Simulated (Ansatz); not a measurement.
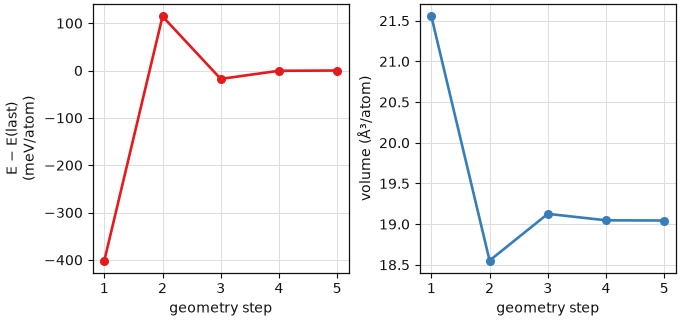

History of a geometry optimisation. TlBr (Pm-3m, 2 atoms in the cell); DFT LDA, scalar-relativistic, plane waves, PAW in Ansatz 0.2.0; cutoff 420 eV, 12×12×12 k-mesh, Fermi–Dirac smearing of 0.15 eV. Atoms and cell relax. A closing SCF on a freshly chosen basis isn't drawn.

The optimisation met its thresholds at geometry 5, counting the start as the first. The energy of the last step lies about 400 meV/atom above the first, with a rise at steps 2 and 4. The target is 35 GPa, so the enthalpy and not the energy is minimised. All forces vanish by symmetry, so only the cell moves. The volume shrinks from 21.6 to 19.0 Å³ per atom (−12 %), overshooting to 18.6 at step 2.
